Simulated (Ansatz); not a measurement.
## What a change does: geometry relaxation on InP

System: InP (2 atoms in the cell).
Method of run 1: Kohn-Sham DFT of a periodic cell, BPBE, Ansatz PAW, no spin polarisation (Ansatz 0.2.0).

The structure derives from an entry of the Crystallography Open Database. Text and figures count atoms from 1; the logs count them from 0 in places.

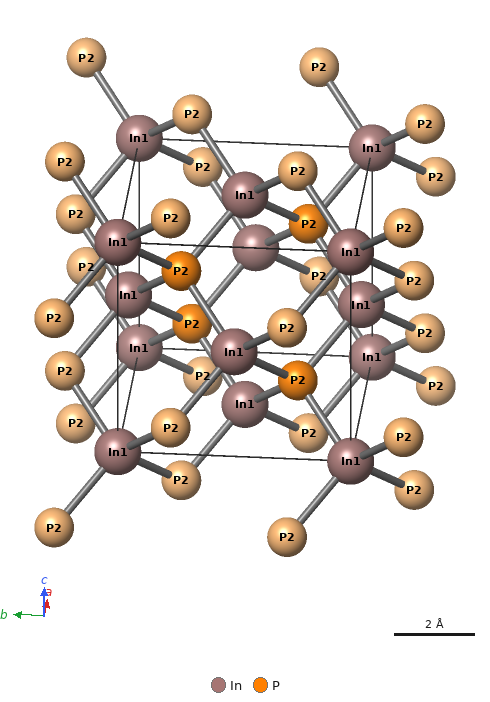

Fig. 1: The input geometry (ball-and-stick view of the cell 4 times as large as that of the calculation, set on its symmetry axes, seen at an oblique angle; neighbours outside the cell are drawn fainter; atoms are numbered from 1 in the order of the input).

**The input, run 1**
```yaml
crystal:
  lattice:
    - [0.0, 2.9305, 2.9305]
    - [2.9305, 0.0, 2.9305]
    - [2.9305, 2.9305, 0.0]
  atoms:
    - { symbol: In, position: [0.0, 0.0, 0.0] }
    - { symbol: P, position: [0.75, 0.75, 0.75] }
hamiltonian:
  xc: { exchange: b88, correlation: pbe }
  pseudopotentials: { kind: paw }
kpoints:
  mp_grid: { grid: [8, 8, 8] }
scf:
  occupations: { method: fermi_dirac, width: 0.05 }
output:
  forces: true
  stress: true
  write_density: true
  write_potential: true
  elf: true
  volumetric_format: npy
relax:
  f_tol: 0.01
  max_steps: 40
  cell: { stress_tol: 0.05 }
```

Launched with:
```bash
ansatz run input.yaml --threads 2 --pin off --max-ram 5120MiB --backend cpu --events-out ev --progress --plain --runs-dir out
```

Hardware: 2 threads of Intel Xeon @ 2.50GHz (Skylake/Cascade Lake), 189 GiB of memory available, shared host.

**Output, shortened to warnings, some set-up lines, iterations and results (run 1)**
```
Basis set: ecut = 420 eV, 941 PW (Γ), exchange–correlation on 60×60×60 points (8 copies of the dense FFT grid, shifted against one another)
Symmetry: 24 space group operations
k-points: 29 of 512 (time reversal used)
Initial density: superposition of atomic densities (neutral atoms: chi_scale 0, normalization atom), corrected by the library's trained network
[...]
SCF iter   1: F=—  HF=-6376.508254 eV  |F-HF|=—  |Δ(HF+E_count)|=         —  Δρ=2.09e-3  dr2=4.59e-3  ethr=1.77e-3  ⟨swp⟩=6.3  Hψ=2546  notcnv=0
SCF iter   2: F=—  HF=-6376.506133 eV  |F-HF|=—  |Δ(HF+E_count)|=   2.12e-3  Δρ=1.37e-3  dr2=8.28e-4  ethr=2.55e-5  ⟨swp⟩=2.0  Hψ=968  notcnv=0
SCF iter   3: F=—  HF=-6376.505906 eV  |F-HF|=—  |Δ(HF+E_count)|=   2.26e-4  Δρ=4.74e-4  dr2=8.63e-5  ethr=4.60e-6  ⟨swp⟩=2.1  Hψ=629  notcnv=0
SCF iter   4: F=—  HF=-6376.505960 eV  |F-HF|=—  |Δ(HF+E_count)|=   5.41e-5  Δρ=1.53e-4  dr2=8.48e-6  ethr=4.79e-7  ⟨swp⟩=2.0  Hψ=649  notcnv=0
SCF iter   5: F=—  HF=-6376.505958 eV  |F-HF|=—  |Δ(HF+E_count)|=   1.79e-6  Δρ=4.90e-5  dr2=1.53e-6  ethr=4.71e-8  ⟨swp⟩=2.0  Hψ=642  notcnv=0
[... 20 lines ...]
SCF iter   4: F=—  HF=-6376.530245 eV  |F-HF|=—  |Δ(HF+E_count)|=   2.58e-8  Δρ=1.58e-6  dr2=6.14e-10  ethr=1.24e-10  ⟨swp⟩=2.0  Hψ=665  notcnv=0
SCF iter   5: F=—  HF=-6376.530245 eV  |F-HF|=—  |Δ(HF+E_count)|=   1.50e-9  Δρ=4.81e-7  dr2=5.78e-11  ethr=3.41e-12  ⟨swp⟩=2.4  Hψ=517  notcnv=0
SCF iter   6: F=-6376.530245 eV  HF=-6376.530245 eV  |F-HF|=6.37e-12  |Δ(HF+E_count)|=  1.59e-10  Δρ=1.06e-7  dr2=3.44e-12  ethr=1.00e-12  ⟨swp⟩=7.6  Hψ=1989  notcnv=0
SCF 4 converged in 6 iterations: F = -6376.530245 eV  dr2 = 3.44e-12
relax step   4: F+E_penalty+E_count = -6376.53024480 eV  Δ(F+E_penalty+E_count) = -5.599e-4 eV  max|allowed force component| = 6.939e-17 eV/Å  Δτ_max = 0.0000 Å  P = -0.026 …
basis re-selected at this cell: Δ(F+E_penalty+E_count) = -5.599e-4 eV, ΔP = +0.002 GPa vs the last step (what re-selecting the basis moved, of the pressure what is left beyond the Pulay correction that the steps carried, after the strain that the cell walked since its last selection, with what the …
SCF converged after 6 iterations
Free energy (F): -6376.530245 eV
Harris-Foulkes:  -6376.530245 eV  (|F-HF|=6.37e-12)
Internal energy: -6376.530187 eV  (E = F + TS)
E sigma→0 (E₀):  -6376.530216 eV
Entropy (-TS):   -0.000057 eV (-0.029 meV/atom)
Fermi energy:    6.600268 eV
--- Per-component energies (eV) ---
  E_band       = -61.873568
  E_kinetic    = 312.314013
  E_local      = -1428.422564  (includes V_loc(G=0)·N_el)
  E_nonlocal   = 401.826427
  E_hartree    = 562.485797
  E_xc         = -276.960255
  E_vxc        = -159.572566  (∫ρ·V_xc dr)
  E_paw        = -4746.737725  (= ΣΔE_a)
  E_vpaw       = -312.990451  (= ΣTr[D̂ρ^β])
  E_aug_tail   = 0.000028  (compensation charges beyond the density's cutoff)
  E_ewald      = -1200.900937
  E_core_change = -0.134971  (= ΣΔE_core)
  E_smearing   = -0.000057  (= −TS)
  E_closure    = 0.000000  (closes the sum)
  Σ components = -6376.530245   (vs F -6376.530245, Δ=0.00e0)
--- Forces (eV/Å), atoms counted from 1 ---
  atom   1  In    -0.00000000     0.00000000     0.00000000
  atom   2  P      0.00000000    -0.00000000    -0.00000000
  max |Σ_I F_I| component: 8.79e-17 eV/Å
--- Stress (GPa, compression-positive) ---
       -0.025946       0.000000       0.000000
        0.000000      -0.025946       0.000000
        0.000000       0.000000      -0.025946
  P = ⅓ Tr σ = -0.0259 GPa (-0.259 kbar)
--- Relaxed structure (3 steps of the walk, 3 accepted, 1 SCFs on fresh bases) ---
  F+E_penalty+E_count = -6376.53024480 eV   max|allowed force component| = 6.939e-17 eV/Å   (the final SCF, on the basis selected at the relaxed cell)
  cell:  # Å, volume = 52.8651 Å³
    - [1.019074406579118e-33, 2.978834908299076, 2.978834908299076]
    - [2.978834908299076, 8.611178735593546e-33, 2.978834908299076]
    - [2.978834908299076, 2.978834908299076, 7.08256712572487e-33]
  atoms:
    - { symbol: In, position: [1.7333698100396978e-33, -1.623836172754409e-33, -1.968867130203069e-33] }
    - { symbol: P, position: [0.75, 0.75, 0.75] }
```

The input of run 2 differs as follows (lines with − go, lines with + come):
```diff
-  xc: { exchange: b88, correlation: pbe }
+  xc: r2scan
+  dispersion: d4
```

Predict how the results change.

The total energies belong to different models, so their difference says nothing on which is more stable or more accurate. The gap on the mesh goes from 0.43 to 1.09 eV. The volume per atom goes from 26.43 to 25.51 Å³. The functional changes from one typed by its parts (see the input) to r2SCAN. The SCF takes 21 iterations over all geometry steps against 22. The default cutoff goes from 420 to 500 eV with the change. On the same kind of shared host run 2 took about 2.2 times as long.

**Output, shortened to warnings, some set-up lines, iterations and results (run 2)**
```
Basis set: ecut = 500 eV, 1243 PW (Γ), exchange–correlation on 128×128×128 points (64 copies of the dense FFT grid, shifted against one another)
Symmetry: 24 space group operations
k-points: 29 of 512 (time reversal used)
Initial density: superposition of atomic densities (neutral atoms: chi_scale 0, normalization atom), corrected by the library's trained network
[...]
SCF iter   1: F=—  HF=-6371.962881 eV  |F-HF|=—  |Δ(HF+E_count)|=         —  Δρ=6.96e-3  dr2=1.86e-2  dr2_τ=1.12e-2  ethr=1.77e-3  ⟨swp⟩=6.1  Hψ=2573  notcnv=0
SCF iter   2: F=—  HF=-6371.970577 eV  |F-HF|=—  |Δ(HF+E_count)|=   7.70e-3  Δρ=1.83e-3  dr2=2.00e-3  dr2_τ=1.18e-4  ethr=1.03e-4  ⟨swp⟩=2.4  Hψ=998  notcnv=0
SCF iter   3: F=—  HF=-6371.970534 eV  |F-HF|=—  |Δ(HF+E_count)|=   4.30e-5  Δρ=1.10e-3  dr2=3.62e-4  dr2_τ=1.07e-5  ethr=1.11e-5  ⟨swp⟩=3.0  Hψ=652  notcnv=0
SCF iter   4: F=—  HF=-6371.970634 eV  |F-HF|=—  |Δ(HF+E_count)|=   9.99e-5  Δρ=3.47e-4  dr2=3.65e-5  dr2_τ=6.77e-7  ethr=2.01e-6  ⟨swp⟩=1.7  Hψ=422  notcnv=0
SCF iter   5: F=—  HF=-6371.970638 eV  |F-HF|=—  |Δ(HF+E_count)|=   4.69e-6  Δρ=4.82e-5  dr2=6.90e-7  dr2_τ=2.13e-8  ethr=2.03e-7  ⟨swp⟩=2.5  Hψ=645  notcnv=0
[... 19 lines ...]
SCF iter   3: F=—  HF=-6371.972722 eV  |F-HF|=—  |Δ(HF+E_count)|=   1.57e-8  Δρ=3.18e-6  dr2=1.65e-9  dr2_τ=4.16e-10  ethr=5.55e-11  ⟨swp⟩=2.8  Hψ=658  notcnv=0
SCF iter   4: F=—  HF=-6371.972722 eV  |F-HF|=—  |Δ(HF+E_count)|=   6.01e-9  Δρ=3.83e-7  dr2=6.81e-11  dr2_τ=9.63e-12  ethr=9.14e-12  ⟨swp⟩=2.0  Hψ=493  notcnv=0
SCF iter   5: F=-6371.972722 eV  HF=-6371.972722 eV  |F-HF|=3.64e-12  |Δ(HF+E_count)|=  1.73e-11  Δρ=1.41e-7  dr2=6.70e-12  dr2_τ=9.78e-13  ethr=1.00e-12  ⟨swp⟩=8.0  Hψ=2159  …
SCF 4 converged in 5 iterations: F = -6371.972722 eV  dr2 = 6.70e-12
relax step   4: F+E_penalty+E_count = -6371.97272203 eV  Δ(F+E_penalty+E_count) = -6.187e-5 eV  max|allowed force component| = 1.203e-16 eV/Å  Δτ_max = 0.0000 Å  P = -0.004 …
basis re-selected at this cell: Δ(F+E_penalty+E_count) = -6.187e-5 eV, ΔP = +0.001 GPa vs the last step (what re-selecting the basis moved, of the pressure what is left beyond the Pulay correction that the steps carried, after the strain that the cell walked since its last selection, with what the …
SCF converged after 5 iterations
Free energy (F): -6371.972722 eV
Harris-Foulkes:  -6371.972722 eV  (|F-HF|=3.64e-12)
Internal energy: -6371.972722 eV  (E = F + TS)
E sigma→0 (E₀):  -6371.972722 eV
Entropy (-TS):   -0.000000 eV (-0.000 meV/atom)
Fermi energy:    7.219051 eV
--- Per-component energies (eV) ---
  E_band       = -64.202767
  E_kinetic    = 312.984710
  E_local      = -1407.930569  (includes V_loc(G=0)·N_el)
  E_nonlocal   = 401.548024
  E_hartree    = 556.254057
  E_xc         = -258.907657
  E_vxc        = -171.107481  (∫ρ·V_xc dr)
  E_paw        = -4761.389563  (= ΣΔE_a)
  E_vpaw       = -322.422884  (= ΣTr[D̂ρ^β])
  E_aug_tail   = 0.000008  (compensation charges beyond the density's cutoff)
  E_vtau       = 10.217202  (kinetic-family band-sum trace: ∫τ·v_τ [+ j·A + Jᵃ·Aᵃ] dr)
  E_ewald      = -1215.170697
  E_disp       = -0.235738  (pairwise vdW)
  E_core_change = 0.874704  (= ΣΔE_core)
  E_smearing   = -0.000000  (= −TS)
  E_closure    = -0.000000  (closes the sum)
  Σ components = -6371.972722   (vs F -6371.972722, Δ=0.00e0)
--- Forces (eV/Å), atoms counted from 1 ---
  atom   1  In    -0.00000000     0.00000000     0.00000000
  atom   2  P     -0.00000000    -0.00000000    -0.00000000
  max |Σ_I F_I| component: 6.48e-17 eV/Å
--- Stress (GPa, compression-positive) ---
       -0.003713      -0.000000       0.000000
       -0.000000      -0.003713       0.000000
        0.000000       0.000000      -0.003713
  P = ⅓ Tr σ = -0.0037 GPa (-0.037 kbar)
--- Relaxed structure (3 steps of the walk, 3 accepted, 1 SCFs on fresh bases) ---
  F+E_penalty+E_count = -6371.97272203 eV   max|allowed force component| = 1.203e-16 eV/Å   (the final SCF, on the basis selected at the relaxed cell)
  cell:  # Å, volume = 51.0245 Å³
    - [2.929838918914964e-33, 2.9438544248204064, 2.9438544248204064]
    - [2.9438544248204064, 8.865947337238326e-33, 2.9438544248204064]
    - [2.9438544248204064, 2.9438544248204064, 8.330933273784288e-33]
  atoms:
[...]
```

**The two runs side by side**

| quantity | run 1 | run 2 |
| --- | --- | --- |
| outcome | converged | converged |
| free energy per atom (eV) | −3188.2651 | −3185.9864 |
| gap on the mesh (eV) | 0.43 | 1.09 |
| pressure (GPa) | −0.03 | 0.00 |
| volume per atom (Å³) | 26.43 | 25.51 |
| largest force (eV/Å) | 0.000 | 0.000 |
| SCF iterations | 22 | 21 |
| irreducible k-points | 29 | 29 |
| wall time (shared host) | 13 s | 29 s |

For run 1: Points of doubt noted for this run: forces on files of another functional.
